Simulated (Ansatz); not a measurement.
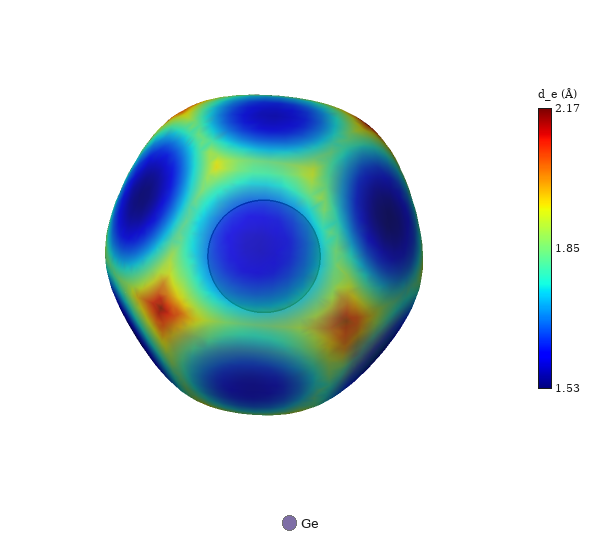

Hirshfeld surface computed for one Ge atom in Ge in space group P6_3/mmc, coloured by d_e.

The surface is where the fragment's share of the procrystal density (the sum of the densities of spherically averaged neutral Hartree-Fock atoms) equals one half. d_i and d_e are the distances from the surface to the nearest nucleus inside and outside.

Origin of the cell: coordinates from a relaxation with DFT, r2SCAN, plane waves (500 eV) with PAW, scalar-relativistic (Ansatz 0.2.0); the starting structure was generated, so it need not be a known form of this composition.

```xyz
4
Lattice="3.0255 0.0000 0.0000 -1.5127 2.6201 0.0000 0.0000 0.0000 9.5092" Properties=species:S:1:pos:R:3 pbc="T T T"
Ge    0.0000    0.0000    0.0000
Ge    0.0000    0.0000    4.7546
Ge    0.0000    1.7468    2.3773
Ge    1.5127    0.8734    7.1319
```

What is the shortest distance from the fragment to an atom outside it?

Answer. Ge–Ge, 2.95 Å.

How is the surface shared among contacts (nearest atom inside ··· nearest atom outside)?

Answer. Ge···Ge 100 %. The surface faces 12 neighbours with more than 2 % of its area each: 12 Ge.

Give the size and shape of the surface.

Answer. It encloses about 13.7 Å³, has an area of about 28 Å² and a globularity of 0.99 (1 for a sphere).
